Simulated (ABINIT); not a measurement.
Run report: SiC, positron calculation (part 2 of 2)

Continued. System: SiC (P6₃mc, 4 atoms in the cell). Method: Kohn-Sham DFT of a periodic cell, PBE, JTH PAW PBE v2.0, no spin polarisation (ABINIT 10.8.3); cutoff 517.02 eV, 7×7×4 k-mesh, fermi-dirac of 0.05 eV. The structure derives from an entry of the Crystallography Open Database.

Geometry of the input (Å; fractional positions):
```
3.0894  0.0000  0.0000
-1.5447  2.6755  0.0000
0.0000  0.0000  5.0702
Si 0.6667  0.3333  0.5046
Si 0.3333  0.6667  0.0046
C  0.6667  0.3333  0.8804
C  0.3333  0.6667  0.3804
```

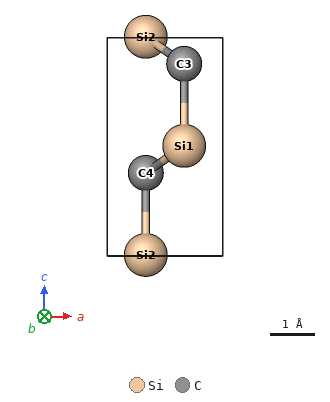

*The input geometry (ball-and-stick view of the cell of the calculation, along the b axis; atoms are numbered from 1 in the order of the input).*

## Output, continued
```
 Mean square residual over all n,k,spin=   44.900E-08; max=  12.678E-05
 reduced coordinates (array xred) for    4 atoms
       0.666666666667      0.333333333333      0.504594390000
       0.333333333333      0.666666666667      0.004594390000
       0.666666666667      0.333333333333      0.880405610000
       0.333333333333      0.666666666667      0.380405610000
 rms dE/dt=  1.4374E-03; max dE/dt=  1.6125E-03; dE/dt below (all hartree)
    1       0.000000000000     -0.000000000000      0.001612455760
    2       0.000000000000     -0.000000000000      0.001612455760
    3       0.000000000000     -0.000000000000     -0.003129896071
    4       0.000000000000      0.000000000000     -0.003129896071

 cartesian coordinates (angstrom) at end:
    1      1.54471701333333     0.89184278666667     2.55840222170189
    2     -0.00000000333333     1.78368557333333     0.02329454670189
    3      1.54471701333333     0.89184278666667     4.46384603804811
    4     -0.00000000333333     1.78368557333333     1.92873836304811

 cartesian forces (hartree/bohr) at end:
    1     -0.00000000000000     0.00000000000000    -0.00024747908522
    2     -0.00000000000000    -0.00000000000000    -0.00024747908522
    3      0.00000000000000     0.00000000000000     0.00024747908522
    4      0.00000000000000    -0.00000000000000     0.00024747908522
 frms,max,avg= 1.4288212E-04 2.4747909E-04   0.000E+00  0.000E+00  7.919E-05 h/b

 cartesian forces (eV/Angstrom) at end:
    1     -0.00000000000000     0.00000000000000    -0.01272588622762
    2     -0.00000000000000    -0.00000000000000    -0.01272588622762
    3      0.00000000000000     0.00000000000000     0.01272588622762
    4      0.00000000000000    -0.00000000000000     0.01272588622762
 frms,max,avg= 7.3472938E-03 1.2725886E-02   0.000E+00  0.000E+00  4.072E-03 e/A
 length scales=  1.889726125908  1.889726125908  1.889726125908 bohr
              =  1.000000000000  1.000000000000  1.000000000000 angstroms
 Fermi (or HOMO) energy (hartree) =   0.33286   Average Vxc (hartree)=  -0.41828
 Eigenvalues (hartree) for nkpt=  24  k points:
 kpt#   1, nband= 12, wtk=  0.00510, kpt=  0.0000  0.0000  0.0000 (reduced coord)
  -0.28412   -0.15485   -0.03261    0.23651    0.23651    0.28112    0.28524    0.28524
   0.45711    0.50671    0.52631    0.52631
      occupation numbers for kpt#   1
   2.00000    2.00000    2.00000    2.00000    2.00000    2.00000    2.00000    2.00000
   0.00000    0.00000    0.00000    0.00000
 prteigrs : prtvol=0 or 1, do not print more k-points.

--- !EnergyTerms
iteration_state     : {dtset: 1, }
comment             : Components of total free energy in Hartree
kinetic             :  1.01035940397939E+01
hartree             :  2.38829011671330E+00
xc                  : -9.23003667221103E+00
Ewald energy        : -2.08131490333596E+01
psp_core            :  1.03036805668449E+00
local_psp           : -8.15441554649937E+00
PAW spherical_terms :  5.17815538963371E+00
internal            : -1.94971936492446E+01
'-kT*entropy'       : -1.59651430723801E-14
total_energy        : -1.94971936492446E+01
total_energy_eV     : -5.30545667102283E+02
...

--- !EnergyTermsDC
iteration_state     : {dtset: 1, }
comment             : '"Double-counting" decomposition of free energy'
band_energy         :  1.02206229688942E+00
Ewald energy        : -2.08131490333596E+01
psp_core            :  1.03036805668449E+00
xc_dc               : -3.55795554552110E+00
PAW spherical_terms :  2.82148155644510E+00
internal            : -1.94971926688617E+01
'-kT*entropy'       : -1.59651430723801E-14
total_energy_dc     : -1.94971926688617E+01
total_energy_dc_eV  : -5.30545640424705E+02
...

--- !EnergyTermsWithPAWCore
iteration_state     : {dtset: 1, }
comment             : 'Components of total free energy, including PAW core contributions'
Total energy        : -6.56309351159951E+02
Total energy DC     : -6.56309350179568E+02
Total energy (eV)   : -1.78590872512626E+04
Total energy DC (eV): -1.78590872245850E+04
...

 Cartesian components of stress tensor (hartree/bohr^3)
  sigma(1 1)= -6.37250847E-07  sigma(3 2)=  0.00000000E+00
  sigma(2 2)= -6.37269100E-07  sigma(3 1)=  0.00000000E+00
  sigma(3 3)=  1.42845994E-06  sigma(2 1)=  6.80715002E-12

-Cartesian components of stress tensor (GPa)         [Pressure= -1.5097E-03 GPa]
- sigma(1 1)= -1.87485672E-02  sigma(3 2)=  0.00000000E+00
- sigma(2 2)= -1.87491042E-02  sigma(3 1)=  0.00000000E+00
- sigma(3 3)=  4.20267423E-02  sigma(2 1)=  2.00273268E-07

================================================================================
== DATASET  2 ==================================================================

--- !DatasetInfo
iteration_state: {dtset: 2, }
dimensions: {natom: 4, nkpt: 1, mband: 1, nsppol: 1, nspinor: 1, nspden: 1, mpw: 550, }
cutoff_energies: {ecut:  19.0, pawecutdg:  38.0, }
electrons: {nelect:   1.00000000E+00, charge:   0.00000000E+00, occopt:   2.00000000E+00, tsmear:   1.00000000E-02, }
meta: {optdriver: 0, ionmov: 0, optcell: 0, iscf: 17, paral_kgb: 0, }
...

 mkfilename : getden/=0, take file _DEN from output of DATASET   1.

 Exchange-correlation functional for the present dataset will be:
  GGA: Perdew-Burke-Ernzerhof functional - ixc=11
  J.P.Perdew, K.Burke, M.Ernzerhof, PRL 77, 3865 (1996)

 Real(R)+Recip(G) space primitive vectors, cartesian coordinates (Bohr,Bohr^-1):
 R(1)=  5.8381842  0.0000000  0.0000000  G(1)=  0.1712861  0.0988921  0.0000000
 R(2)= -2.9190921  5.0560158  0.0000000  G(2)=  0.0000000  0.1977842  0.0000000
 R(3)=  0.0000000  0.0000000  9.5813184  G(3)=  0.0000000  0.0000000  0.1043698
 Unit cell volume ucvol=  2.8282090E+02 bohr^3
 Angles (23,13,12)=  9.00000000E+01  9.00000000E+01  1.20000000E+02 degrees

 Coarse grid specifications (used for wave-functions):

 getcut: wavevector=  0.0000  0.0000  0.0000  ngfft=  24  24  40
         ecut(hartree)=     19.000   => boxcut(ratio)=   2.09504

 Fine grid specifications (used for densities):

 getcut: wavevector=  0.0000  0.0000  0.0000  ngfft=  36  36  54
         ecut(hartree)=     38.000   => boxcut(ratio)=   2.03101

--- Pseudopotential description ------------------------------------------------
- pspini: atom type   1  psp file is ./Si.GGA_PBE-JTH.xml
 Pseudopotential format is: paw10
 basis_size (lnmax)=  4 (lmn_size=  8), orbitals=   0   0   1   1
 Spheres core radius: rc_sph= 1.90944987
 Shapefunction is BESSEL type: shapef(r,l)=aa(1,l)*jl(q(1,l)*r)+aa(2,l)*jl(q(2,l)*r)
 Radius for shape functions =  1.60149249
 Compensation charge density is not taken into account in XC energy/potential

- pspini: atom type   2  psp file is ./C.GGA_PBE-JTH.xml
 Pseudopotential format is: paw10
 basis_size (lnmax)=  4 (lmn_size=  8), orbitals=   0   0   1   1
 Spheres core radius: rc_sph= 1.50736703
 Shapefunction is SIN type: shapef(r)=[sin(pi*r/rshp)/(pi*r/rshp)]**2
 Radius for shape functions =  1.30052589
 Compensation charge density is not taken into account in XC energy/potential

--------------------------------------------------------------------------------

================================================================================

--- !BeginCycle
iteration_state: {dtset: 2, }
solver: {iscf: 17, nstep: 80, nline: 4, wfoptalg: 10, }
tolerances: {toldfe: 1.00E-09, }
...

     iter   Etot(hartree)      deltaE(h)  residm     nres2
 ETOT  1  -19.885166720384    -1.989E+01 2.527E-01 4.440E-01
 ETOT  2  -19.918086733259    -3.292E-02 5.697E-03 1.249E-01
 ETOT  3  -19.918723991938    -6.373E-04 5.018E-04 1.758E-02
 ETOT  4  -19.918869660909    -1.457E-04 2.360E-04 8.338E-05
 ETOT  5  -19.918916468799    -4.681E-05 4.222E-05 5.080E-05
 ETOT  6  -19.918932390568    -1.592E-05 2.875E-05 7.498E-06
 ETOT  7  -19.918937989384    -5.599E-06 4.775E-06 3.674E-06
 ETOT  8  -19.918939960143    -1.971E-06 3.544E-06 2.985E-07
 ETOT  9  -19.918940656158    -6.960E-07 6.030E-07 8.194E-07
 ETOT 10  -19.918940901851    -2.457E-07 4.387E-07 1.465E-07
 ETOT 11  -19.918940988693    -8.684E-08 7.592E-08 2.319E-07
 ETOT 12  -19.918941019397    -3.070E-08 5.434E-08 2.260E-08
 ETOT 13  -19.918941030265    -1.087E-08 9.530E-09 5.154E-08
 ETOT 14  -19.918941034115    -3.850E-09 6.741E-09 4.974E-09
 ETOT 15  -19.918941035480    -1.365E-09 1.198E-09 4.490E-09
 ETOT 16  -19.918941035965    -4.848E-10 8.384E-10 2.528E-08
 ETOT 17  -19.918941036138    -1.723E-10 1.513E-10 5.395E-09

 At SCF step   17, etot is converged :
  for the second time, diff in etot=  1.723E-10 < toldfe=  1.000E-09

--- !ResultsGS
iteration_state: {dtset: 2, }
comment   : Summary of ground state results
lattice_vectors:
- [  5.8381842,   0.0000000,   0.0000000, ]
- [ -2.9190921,   5.0560158,   0.0000000, ]
- [  0.0000000,   0.0000000,   9.5813184, ]
lattice_lengths: [   5.83818,    5.83818,    9.58132, ]
lattice_angles: [ 90.000,  90.000, 120.000, ] # degrees, (23, 13, 12)
lattice_volume:   2.8282090E+02
convergence: {deltae: -1.723E-10, res2:  5.395E-09, residm:  1.513E-10, diffor:  0.000E+00, }
etotal    :  -1.99189410E+01
entropy   :   0.00000000E+00
fermie    :  -4.21748367E-01
cartesian_stress_tensor: null
pressure_GPa: null
xred      :
- [  6.6667E-01,   3.3333E-01,   5.0459E-01, Si]
- [  3.3333E-01,   6.6667E-01,   4.5944E-03, Si]
- [  6.6667E-01,   3.3333E-01,   8.8041E-01,  C]
- [  3.3333E-01,   6.6667E-01,   3.8041E-01,  C]
cartesian_forces: null
force_length_stats: {min: null, max: null, mean: null, }
...

 Integrated electronic density in atomic spheres:
 ------------------------------------------------
 Atom  Sphere_radius  Integrated_density
    1        1.90945          0.02181749
    2        1.90945          0.02181749
    3        1.50737          0.01463714
    4        1.50737          0.01463714

--------------------------------------------------------------------------------
 Results for electron-positron annihilation:

 # Zero-positron density limit of Arponen and Pajanne fitted by Sterne & Kaiser
   Ref.: P.A. Sterne and J.H. Kaiser, Phys. Rev. B 43, 13892 (1991)
 # Enhancement factor of Sterne & Kaiser
   Ref.: P.A. Sterne and J.H. Kaiser, Phys. Rev. B 43, 13892 (1991)

 Positron lifetime                         (ps)   =  1.48345836E+02
 Positron lifetime with IPM for core elec. (ps)   =  1.50155464E+02
 Annihilation rate                         (ns-1) =  6.74100484E+00
 Annihilation rate with IPM for core elec. (ns-1) =  6.65976431E+00

 Annihilation rate core/valence decomposition:
   Core    contribution to ann.rate          (ns-1) =  4.11893600E-01
   Valence contribution to ann.rate          (ns-1) =  6.32911124E+00
   Core    contribution to ann.rate with IPM (ns-1) =  3.16176025E-01
   Valence contribution to ann.rate with IPM (ns-1) =  6.34358829E+00

 Annihilation rate PAW decomposition:
   Plane-wave contribution to ann.rate          (ns-1) =  6.76854804E+00
   Plane-wave valence contribution to ann.rate  (ns-1) =  6.34702329E+00
   On-site core contribution to ann.rate        (ns-1) = -9.63115670E-03
   On-site valence contribution to ann.rate     (ns-1) = -1.79120498E-02
   Plane-wave contribution to ann.rate with IPM (ns-1) =  6.60334278E+00
   Plane-wave core contrb. to ann.rate with IPM (ns-1) =  2.19453864E-01

      (*) IPM=Independent particle Model

================================================================================

 ----iterations are completed or convergence reached----

 Mean square residual over all n,k,spin=   15.131E-11; max=  15.131E-11
 reduced coordinates (array xred) for    4 atoms
       0.666666666667      0.333333333333      0.504594390000
       0.333333333333      0.666666666667      0.004594390000
       0.666666666667      0.333333333333      0.880405610000
       0.333333333333      0.666666666667      0.380405610000
 rms dE/dt=  0.0000E+00; max dE/dt=  0.0000E+00; dE/dt below (all hartree)
    1       0.000000000000      0.000000000000      0.000000000000
    2       0.000000000000      0.000000000000      0.000000000000
    3       0.000000000000      0.000000000000      0.000000000000
    4       0.000000000000      0.000000000000      0.000000000000

 cartesian coordinates (angstrom) at end:
    1      1.54471701333333     0.89184278666667     2.55840222170189
    2     -0.00000000333333     1.78368557333333     0.02329454670189
    3      1.54471701333333     0.89184278666667     4.46384603804811
    4     -0.00000000333333     1.78368557333333     1.92873836304811
 length scales=  1.889726125908  1.889726125908  1.889726125908 bohr
              =  1.000000000000  1.000000000000  1.000000000000 angstroms
 Fermi (or HOMO) energy (hartree) =  -0.42175   Average Vxc (hartree)=  -0.35149
 Eigenvalues (hartree) for nkpt=   1  k points:
 kpt#   1, nband=  1, wtk=  1.00000, kpt=  0.0000  0.0000  0.0000 (reduced coord)
  -0.42175

--- !EnergyTerms
iteration_state     : {dtset: 2, }
comment             : Components of total free energy in Hartree
kinetic             :  2.07836797300408E-01
local_psp           : -4.38325746816782E-01
PAW spherical_terms : -3.60732522663746E-02
positronic          : -2.66562201782747E-01
electronic          : -1.94971926688617E+01
electron_positron_interaction: -1.55194039385081E-01
total_energy        : -1.99189489100295E+01
total_energy_eV     : -5.42022212404776E+02
...

--- !EnergyTermsDC
iteration_state     : {dtset: 2, }
comment             : '"Double-counting" decomposition of free energy'
band_energy         : -4.21748367275855E-01
PAW spherical_terms :  0.00000000000000E+00
electron_positron_dc:  1.55194039385081E-01
positronic          : -2.66554327890773E-01
electronic          : -1.94971926688617E+01
electron_positron_interaction: -1.55194039385081E-01
total_energy_dc     : -1.99189410361376E+01
total_energy_dc_eV  : -5.42021998145260E+02
...

== END DATASET(S) ==============================================================
================================================================================

 -outvars: echo values of variables after computation  --------
            acell      1.8897261259E+00  1.8897261259E+00  1.8897261259E+00 Bohr
           etotal1    -1.9497192669E+01
           etotal2    -1.9918941036E+01
            fcart1    -5.9035237107E-27  2.3858806954E-26 -2.4747908522E-04
                      -5.9035237107E-27 -3.4084010060E-27 -2.4747908522E-04
                       5.9035237107E-27  4.4309212946E-26  2.4747908522E-04
                       5.9035237107E-27 -6.4759618894E-26  2.4747908522E-04
            fcart2     9.9999999999E+99  9.9999999999E+99  9.9999999999E+99
                       9.9999999999E+99  9.9999999999E+99  9.9999999999E+99
                       9.9999999999E+99  9.9999999999E+99  9.9999999999E+99
                       9.9999999999E+99  9.9999999999E+99  9.9999999999E+99
            rprim      3.0894340300E+00  0.0000000000E+00  0.0000000000E+00
                      -1.5447170200E+00  2.6755283600E+00  0.0000000000E+00
                       0.0000000000E+00  0.0000000000E+00  5.0702153500E+00
           strten1    -6.3725084663E-07 -6.3726910032E-07  1.4284599371E-06
                       0.0000000000E+00  0.0000000000E+00  6.8071500154E-12
           strten2     9.9999999999E+99  9.9999999999E+99  9.9999999999E+99
                       9.9999999999E+99  9.9999999999E+99  9.9999999999E+99
           xangst      1.5447170133E+00  8.9184278667E-01  2.5584022217E+00
                      -3.3333334145E-09  1.7836855733E+00  2.3294546702E-02
                       1.5447170133E+00  8.9184278667E-01  4.4638460380E+00
                      -3.3333334145E-09  1.7836855733E+00  1.9287383630E+00
             xred      6.6666666667E-01  3.3333333333E-01  5.0459439000E-01
                       3.3333333333E-01  6.6666666667E-01  4.5943900000E-03
                       6.6666666667E-01  3.3333333333E-01  8.8040561000E-01
                       3.3333333333E-01  6.6666666667E-01  3.8040561000E-01
 Calculation completed.
```
